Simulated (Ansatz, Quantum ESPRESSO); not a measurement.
# puckered SnSe, 1 layer: the gap along the path at a withheld member of a series

Method. Quantum ESPRESSO 7.5, PBE, GBRV ultrasoft. Cell and atoms are first relaxed; each strained cell is then held and the atoms relax in it. A periodic run with 15 Å of vacuum in the starting cell gives the vacuum levels, and bands follow along a path. The series steps biaxial strain.

```
biaxial strain  gap along the path (eV)
          -4 %                    0.563
          -3 %                    0.513
          -2 %                    0.578
          -1 %                    0.638
           0 %                    0.778
           1 %                    0.907
           3 %                    1.093
           4 %                    1.177
```

To predict: What is the gap along the path at 2 %?

By hand: The rows at 1 % and 3 % give a slope of (1.093 − (0.907))/(3 − (1)) = 0.093, so a straight line gives 1.000 eV. A parabola through these and the row at 0 % gives 1.012 eV.

**Check.** 1.006 eV. The line misses by −0.006 and the parabola by +0.006 eV.

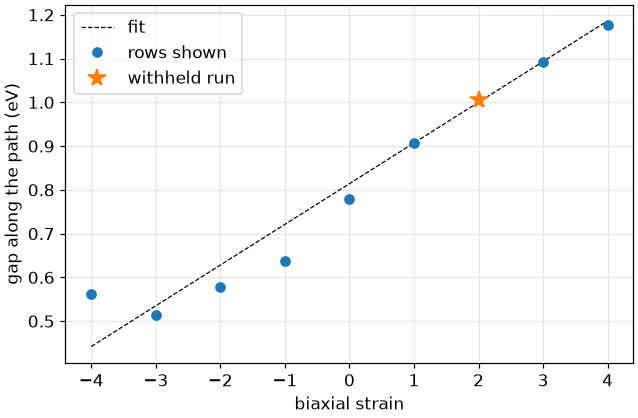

The rows shown, the fit and the withheld run.

**Limits.** Semilocal gaps are too small; the 1×1 cell can't ripple over many cells under compression as a free sheet would. No spin-orbit coupling.

[Logs are printed without paths, hosts, clocks, repeated set-up lines and the standing remarks that a program may print on its own settings, such as how far it seeks lower states.]
